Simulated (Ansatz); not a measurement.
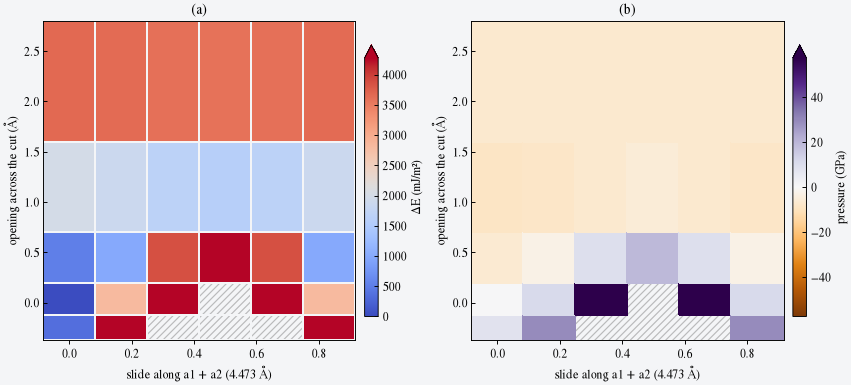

Pt (Im-3m, No. 229; 6 atoms in the cell). Rigid slide and opening across a plane, one cut a cell; the plane is (0 0 1) of the conventional cell. Coordinates scanned: (1) slide along a1 + a2 (4.473 Å); (2) opening across the cut. Nothing is relaxed (rigid halves). The scan uses a 6 × 5 grid; 17 points were computed and 9 follow by symmetry. At 4 points there is no value (left out of the scan, as a rule where atoms come close). Points are written as (first, second). Energies are in mJ/m², from the lowest grid point. Computed with Ansatz 0.2.0, DFT PBE, scalar-relativistic, plane waves, PAW. Settings: cutoff 420 eV, k-mesh 14×14×5 in the order of the run's cell vectors, gaussian smearing 0.15 eV, no spin polarisation.

Panel (a) is the energy; panel (b) is the computed pressure, in GPa.

In the figure: one coloured cell a grid point, one colour for all values above the top of the scale, hatched blanks where no value was computed.

> How does the pressure vary over the map, and what is it at the lowest grid point?

Leaving out the highest fifth of the energies, it runs from −9 GPa at (0.000, 1.00 Å) to 11 GPa at (0.167, 0.00 Å). At the lowest grid point, (0.000, 0.00 Å), it is 0 GPa.

PAW datasets: the set soft_1.
